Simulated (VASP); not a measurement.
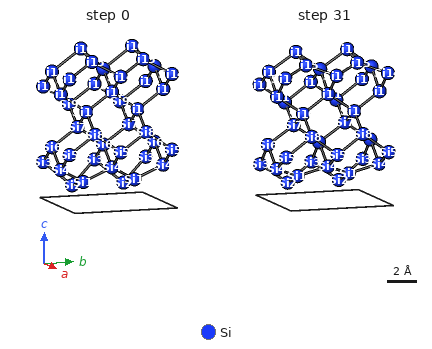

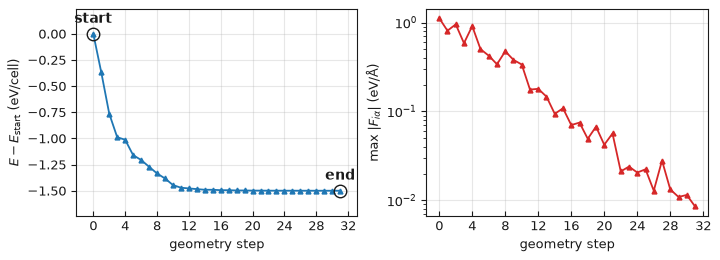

First and last geometry of a relaxation of a slab of composition Si, with the history of the run. A ball-and-stick model of the 1 × 2 repeat of the cell, outlined in the plane, without the vacuum (origin shifted), seen slightly off an axis.

The run lets the atoms move in a fixed cell.

Theory: Kohn-Sham DFT of a periodic cell, PBE, VASP PAW PBE potentials, recommended (VASP 6.6.1).

Input
```
SYSTEM = Si
ALGO = Fast
DIPOL = 0.5 0.5 0.500
EDIFF = 1E-6
EDIFFG = -0.01
ENCUT = 520
GGA = PE
IBRION = 2
IDIPOL = 3
ISIF = 2
ISMEAR = 0
ISYM = 0
KPAR = 8
LASPH = .True.
LCHARG = .False.
LDIPOL = .True.
LREAL = .False.
LWAVE = .False.
NELM = 120
NSW = 90
PREC = Accurate
SIGMA = 0.03
```

Run as
```bash
cat potpaw_PBE.64/Si/POTCAR > POTCAR
mpirun -np 8 vasp_std > vasp.out
```

Q: What do the curves and the structures tell?

A: It converged. The energy falls by 1.499 eV per cell of the calculation in 31 geometry steps. The largest force component goes from 1.1 to 0.0086 eV/Å. The largest move relative to the layer's centre is that of Si1, 0.52 Å at 45° to the normal (+c side). The lattice vectors keep their values. Near-neighbour distances that change, for instance: Si13–Si16 2.653 → 2.404 Å, Si15–Si16 2.500 → 2.303 Å, Si4–Si6 2.368 → 2.437 Å, Si11–Si14 2.368 → 2.427 Å. Bond angles that change, for instance: Si3–Si2–Si3 93.6° → 107.2°, Si12–Si13–Si16 125.8° → 114.3°, Si1–Si4–Si6 90.7° → 80.2°.
